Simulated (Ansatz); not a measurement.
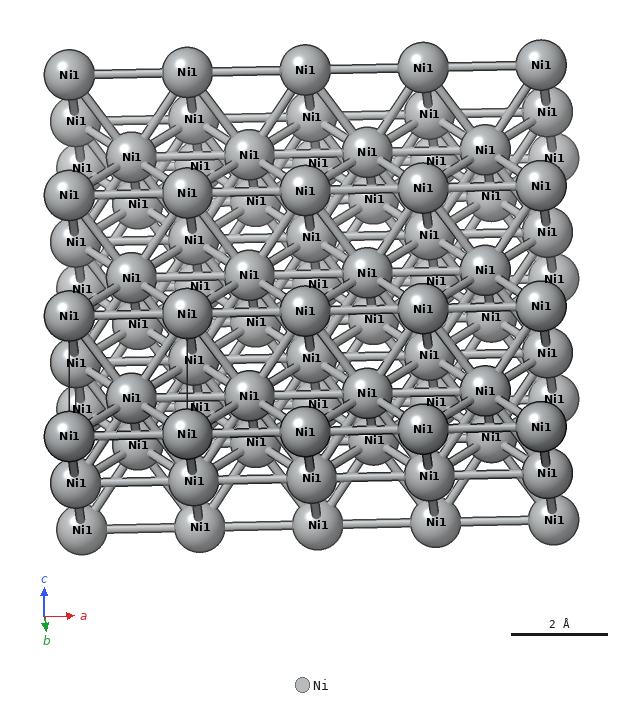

**Figure 1.** The structure (ball-and-stick view of the cell 2 times as large as that of the calculation, set on its symmetry axes, repeated 4 × 2 × 3, seen at an oblique angle; atoms are numbered from 1 in the order of the input). Near neighbours in the crystal (not all of them lie inside the picture): Ni has 12 Ni at 2.23 to 2.48 Å.

# What a change does: single-point calculation on Ni

System: Ni (1 atom in the cell).
Method of the first run: DFT PBEsol, scalar-relativistic, plane waves, PAW, spin-polarised (Ansatz 0.2.0).

The structure derives from a Materials Project entry. Text and figures count atoms from 1; the logs count them from 0 in places.

The input, the first run:
```yaml
crystal:
  lattice:
    - [-1.2397840028, 1.2397840028, 1.3775377809]
    - [1.2397840028, -1.2397840028, 1.3775377809]
    - [1.2397840028, 1.2397840028, -1.3775377809]
  atoms:
    - { symbol: Ni, position: [0.0, 0.0, 0.0], spin: 0.6 }
basis:
  ecutwfc: 420
kpoints:
  mp_grid: { grid: [30, 30, 30] }
hamiltonian:
  xc: pbesol
scf:
  occupations: { method: gaussian, width: 0.15 }
output:
  forces: true
  stress: true
  eigenvalues: true
  populations: true
magnetization:
  spin_polarized: true
```

Launched with:
```bash
ansatz run input.yaml --threads 1 --pin off --max-ram 2560MiB --backend cpu --events-out ev --progress --plain --runs-dir out
```

Hardware: 1 thread of Oxide Virtual Turin-like (Zen 5), 32 GiB of memory available, shared host.

Output, shortened to warnings, some set-up lines, iterations and results (the first run):
```
WARN: the run takes no state from an SCF along what the orbitals of the run's state read of its open shells (or to have them read: on a GPU, or by another smearing), with the run's symmetry operations kept: the memory left no room for the minimisation of its SCF, so that no field was tried
WARN: the starting moments were not kept: the SCF closed with an absolute magnetisation of 4.3e-6 μB, where they sum to 0.6 μB in size (1 site). That is at most 0.1 of that sum. Measured as dr2_m measures the in/out step, that magnetisation stands 5.3e-11 eV from none, at or under the dr2_threshold of 1.0e-7 eV: it is no larger than a step whose dr2_m would equal this threshold. The system may …
Basis set: ecut = 420 eV, 165 PW (Γ), exchange–correlation on 30×30×30 points (8 copies of the dense FFT grid, shifted against one another)
Symmetry: 16 space group operations
k-points: 1992 of 27000
Initial density: superposition of atomic densities (chi_scale 0.1, normalization cell)
[...]
SCF iter   1: F=—  HF=-5803.164985 eV  |F-HF|=—  |Δ(HF+E_count)|=         —  Δρ=1.17e-1 (↑1.17e-1 ↓7.85e-2)  dr2=1.75e0  dr2_m=4.56e-2  M=0.389 μB ∫|m|=0.402 μB  β_m=0.30  …
SCF iter   2: F=—  HF=-5802.972780 eV  |F-HF|=—  |Δ(HF+E_count)|=   1.92e-1  Δρ=5.79e-2 (↑4.73e-2 ↓5.79e-2)  dr2=3.98e-1  dr2_m=6.12e-3  M=0.429 μB ∫|m|=0.447 μB  β_m=0.25  …
SCF iter   3: F=—  HF=-5803.283308 eV  |F-HF|=—  |Δ(HF+E_count)|=   3.11e-1  Δρ=2.85e-2 (↑1.06e-2 ↓2.85e-2)  dr2=2.56e-2  dr2_m=1.56e-2  M=0.391 μB ∫|m|=0.408 μB  β_m=0.63  …
SCF iter   4: F=—  HF=-5804.392179 eV  |F-HF|=—  |Δ(HF+E_count)|=    1.11e0  Δρ=3.04e-2 (↑6.62e-3 ↓3.04e-2)  dr2=5.44e-2  dr2_m=1.50e-2  M=0.294 μB ∫|m|=0.315 μB  β_m=0.20  …
SCF iter   5: F=—  HF=-5804.414433 eV  |F-HF|=—  |Δ(HF+E_count)|=   2.23e-2  Δρ=1.32e-2 (↑1.31e-2 ↓1.32e-2)  dr2=4.55e-4  dr2_m=1.29e-2  M=0.251 μB ∫|m|=0.268 μB  β_m=0.68  …
[... 34 lines ...]
SCF iter  19: F=-5804.504900 eV  HF=-5804.504900 eV  |F-HF|=8.97e-9  |Δ(HF+E_count)|=   1.04e-6  Δρ=2.15e-5 (↑1.63e-5 ↓2.15e-5)  dr2=1.18e-8  dr2_m=8.58e-9  M=-0.002 μB …
SCF iter  20: F=-5804.504900 eV  HF=-5804.504900 eV  |F-HF|=1.39e-9  |Δ(HF+E_count)|=   2.98e-8  Δρ=5.16e-6 (↑3.31e-6 ↓5.16e-6)  dr2=1.41e-9  dr2_m=1.80e-10  M=-0.000 μB …
SCF iter  21: F=-5804.504900 eV  HF=-5804.504900 eV  |F-HF|=7.90e-10  |Δ(HF+E_count)|=  3.30e-10  Δρ=2.54e-6 (↑2.54e-6 ↓2.31e-6)  dr2=7.93e-10  dr2_m=1.88e-11  M=-0.000 μB …
SCF iter  22: F=-5804.504900 eV  HF=-5804.504900 eV  |F-HF|=1.46e-11  |Δ(HF+E_count)|=  1.64e-10  Δρ=4.60e-7 (↑3.57e-7 ↓4.60e-7)  dr2=1.45e-11  dr2_m=9.71e-13  M=0.000 μB …
SCF 3 converged in 22 iterations: F = -5804.504900 eV  dr2 = 1.45e-11
WARN: the starting moments were not kept: the SCF closed with an absolute magnetisation of 4.3e-6 μB, where they sum to 0.6 μB in size (1 site). That is at most 0.1 of that sum. Measured as dr2_m measures the in/out step, that magnetisation stands 5.3e-11 eV from none, at or under the dr2_threshold …
SCF converged after 17 iterations
Magnetization: -0.0000 μB (9.0000 up, 9.0000 down)
Absolute magnetization: 0.0000 μB (∫|ρ↑−ρ↓|, with the PAW one-centre terms)
Spin contamination: 0.0000 ħ² per cell (⟨S²⟩ above its minimum at these occupations)
Per-site moments (μB) at R_I (Å): [(-4.193075460746909e-6, 0.9197676221104945)]
Free energy (F): -5804.504900 eV
Harris-Foulkes:  -5804.504900 eV  (|F-HF|=4.55e-12)
Internal energy: -5804.487017 eV  (E = F + TS)
E sigma→0 (E₀):  -5804.495959 eV
Entropy (-TS):   -0.017883 eV (-17.883 meV/atom)
Fermi energy:    24.312981 eV
--- Per-component energies (eV) ---
  E_band       = -179.982246
  E_kinetic    = 288.970782
  E_local      = -3016.044846  (includes V_loc(G=0)·N_el)
  E_nonlocal   = 636.168434
  E_hartree    = 1272.420965
  E_xc         = -87.254444
  E_vxc        = -113.019133  (∫ρ·V_xc dr)
  E_paw        = -1593.707610  (= ΣΔE_a)
  E_vpaw       = -520.899745  (= ΣTr[D̂ρ^β])
[...]
```

For the second run the input was changed thus:
```diff
-    - [-1.2397840028, 1.2397840028, 1.3775377809]
-    - [1.2397840028, -1.2397840028, 1.3775377809]
-    - [1.2397840028, 1.2397840028, -1.3775377809]
+    - [-1.3086608919, 1.3086608919, 1.3775377809]
+    - [1.3086608919, -1.3086608919, 1.3775377809]
+    - [1.3086608919, 1.3086608919, -1.3775377809]
+  write_density: true
+  write_potential: true
+  elf: true
+  volumetric_format: npy
```

How does the second run compare with the first run?

With the same functional and potentials, the second run lies 291.8 meV per atom lower. The net moment of the cell goes from 0.00 to 0.34 μB. The pressure goes from 76.59 to 28.71 GPa. The volume per atom goes from 8.47 to 9.44 Å³. The plane waves at Γ go from 165 to 185. On the same kind of shared host the second run took about 0.33 times as long.

Output, shortened to warnings, some set-up lines, iterations and results (the second run):
```
Basis set: ecut = 420 eV, 185 PW (Γ), exchange–correlation on 32×32×32 points (8 copies of the dense FFT grid, shifted against one another)
Symmetry: 16 space group operations
k-points: 1992 of 27000
Initial density: superposition of atomic densities (chi_scale 0.1, normalization cell)
[...]
SCF iter   1: F=—  HF=-5803.866782 eV  |F-HF|=—  |Δ(HF+E_count)|=         —  Δρ=8.26e-2 (↑8.26e-2 ↓7.76e-2)  dr2=1.38e0  dr2_m=5.13e-3  M=0.488 μB ∫|m|=0.505 μB  β_m=0.30  …
SCF iter   2: F=—  HF=-5803.605473 eV  |F-HF|=—  |Δ(HF+E_count)|=   2.61e-1  Δρ=5.79e-2 (↑5.79e-2 ↓3.78e-2)  dr2=3.87e-1  dr2_m=1.14e-2  M=0.547 μB ∫|m|=0.573 μB  β_m=0.25  …
SCF iter   3: F=—  HF=-5803.835539 eV  |F-HF|=—  |Δ(HF+E_count)|=   2.30e-1  Δρ=1.93e-2 (↑1.93e-2 ↓1.26e-2)  dr2=2.68e-2  dr2_m=3.85e-3  M=0.528 μB ∫|m|=0.555 μB  β_m=0.58  …
SCF iter   4: F=—  HF=-5804.638762 eV  |F-HF|=—  |Δ(HF+E_count)|=   8.03e-1  Δρ=2.72e-2 (↑1.26e-2 ↓2.72e-2)  dr2=7.94e-2  dr2_m=6.23e-3  M=0.464 μB ∫|m|=0.499 μB  β_m=0.58  …
SCF iter   5: F=—  HF=-5804.699773 eV  |F-HF|=—  |Δ(HF+E_count)|=   6.10e-2  Δρ=2.15e-2 (↑9.28e-3 ↓2.15e-2)  dr2=4.69e-2  dr2_m=4.21e-3  M=0.439 μB ∫|m|=0.473 μB  β_m=0.34  …
[... 6 lines ...]
SCF iter  12: F=-5804.796703 eV  HF=-5804.796703 eV  |F-HF|=1.26e-7  |Δ(HF+E_count)|=   1.55e-6  Δρ=9.28e-5 (↑9.28e-5 ↓3.31e-5)  dr2=2.09e-7  dr2_m=3.32e-7  M=0.337 μB …
SCF iter  13: F=-5804.796703 eV  HF=-5804.796703 eV  |F-HF|=2.16e-7  |Δ(HF+E_count)|=   4.12e-8  Δρ=9.37e-5 (↑1.42e-5 ↓9.37e-5)  dr2=4.50e-7  dr2_m=2.08e-7  M=0.336 μB …
SCF iter  14: F=-5804.796703 eV  HF=-5804.796703 eV  |F-HF|=6.88e-9  |Δ(HF+E_count)|=   4.76e-8  Δρ=1.64e-5 (↑3.99e-6 ↓1.64e-5)  dr2=2.05e-8  dr2_m=3.97e-9  M=0.337 μB …
SCF iter  15: F=-5804.796703 eV  HF=-5804.796703 eV  |F-HF|=2.41e-9  |Δ(HF+E_count)|=   4.12e-9  Δρ=5.03e-6 (↑5.03e-6 ↓2.51e-6)  dr2=3.02e-9  dr2_m=1.68e-10  M=0.337 μB …
SCF 1 converged in 15 iterations: F = -5804.796703 eV  dr2 = 3.02e-9
at 3 of the mixer's solves, the last at iteration 8, it left a direction of its history that read negative out of its fit and stepped the other way along it
the search or the solves at the SCF's close seem to have found levels that the self-consistency loop had missed (the run counts 1). By its estimate they hold under 1e-12 electrons; where the run keeps them, the occupations were computed again with them
SCF converged after 15 iterations
Magnetization: 0.3370 μB (9.1685 up, 8.8315 down)
Absolute magnetization: 0.3673 μB (∫|ρ↑−ρ↓|, with the PAW one-centre terms)
Spin contamination: 0.0018 ħ² per cell (⟨S²⟩ above its minimum at these occupations)
Per-site moments (μB) at R_I (Å): [(0.3510299415131423, 0.9516864907385035)]
Free energy (F): -5804.796703 eV
Harris-Foulkes:  -5804.796703 eV  (|F-HF|=2.41e-9)
Internal energy: -5804.778425 eV  (E = F + TS)
E sigma→0 (E₀):  -5804.787564 eV
Entropy (-TS):   -0.018278 eV (-18.278 meV/atom)
Fermi energy:    21.303709 eV
--- Per-component energies (eV) ---
  E_band       = -228.313287
  E_kinetic    = 285.856973
  E_local      = -3199.786344  (includes V_loc(G=0)·N_el)
  E_nonlocal   = 636.221407
  E_hartree    = 1341.288543
  E_xc         = -85.925676
  E_vxc        = -111.254363  (∫ρ·V_xc dr)
  E_paw        = -1594.188383  (= ΣΔE_a)
  E_vpaw       = -521.932500  (= ΣTr[D̂ρ^β])
  E_aug_tail   = 0.000407  (compensation charges beyond the density's cutoff)
  E_ewald      = -3188.442642
  E_core_change = 0.197289  (= ΣΔE_core)
  E_smearing   = -0.018278  (= −TS)
  E_closure    = 0.000000  (closes the sum)
  Σ components = -5804.796703   (vs F -5804.796703, Δ=0.00e0)
--- Forces (eV/Å), atoms counted from 1 ---
  atom   1  Ni     0.00000000     0.00000000    -0.00000000
  max |Σ_I F_I| component: 4.62e-32 eV/Å
--- Stress (GPa, compression-positive) ---
       27.357692       0.000000       0.000000
        0.000000      27.357692      -0.000000
        0.000000      -0.000000      31.417508
  P = ⅓ Tr σ = 28.7110 GPa (287.110 kbar)
--- Löwdin populations: 1 site ---
  site symbol       q [e]    m [muB]
     0     Ni     17.7774     0.3485
  spilling = 0.012369 (of n_electrons = 18.000000)
```

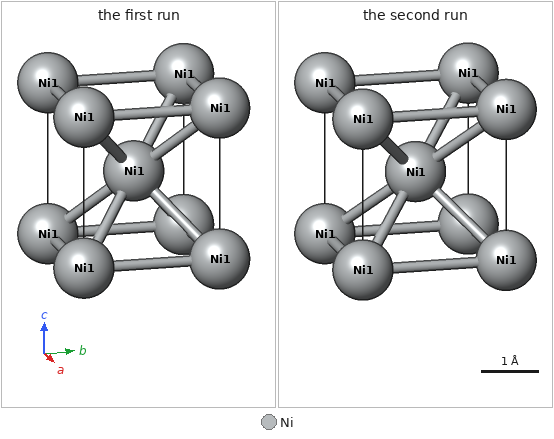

**Figure 2.** The two input geometries at one scale (ball-and-stick view of the cell 2 times as large as that of the calculation, set on its symmetry axes, seen slightly off an axis). The atoms keep their places relative to the cell (all moves are under 0.005 Å). Cell: a = b 2.480 → 2.617 Å (+5.6 %), c stays at 2.755 Å. Volume +11.4 %. Among the contacts that change: Ni1–Ni1 2.480 → 2.617 Å.

The two runs side by side:

| quantity | the first run | the second run |
| --- | --- | --- |
| outcome | converged | converged |
| free energy per atom (eV) | −5804.5049 | −5804.7967 |
| energy per atom, smearing taken to zero (eV) | −5804.4960 | −5804.7876 |
| gap on the mesh (eV) | 0.00 | 0.00 |
| net moment of the cell (μB) | 0.00 | 0.34 |
| absolute moment of the cell (μB) | 0.00 | 0.37 |
| pressure (GPa) | 76.59 | 28.71 |
| volume per atom (Å³) | 8.47 | 9.44 |
| largest force (eV/Å) | 0.000 | 0.000 |
| irreducible k-points | 1992 | 1992 |
| plane waves at Γ | 165 | 185 |
| SCF iterations | – | 15 |
| wall time (shared host) | 2.9 min | 58 s |

For the first run: Warnings: the search outside the symmetry group is no proof of a minimum; some starting moments were not kept. The cell is under a pressure of 77 GPa at this level, so it is not at its equilibrium volume. For the second run: The cell is under a pressure of 29 GPa at this level, so it is not at its equilibrium volume.
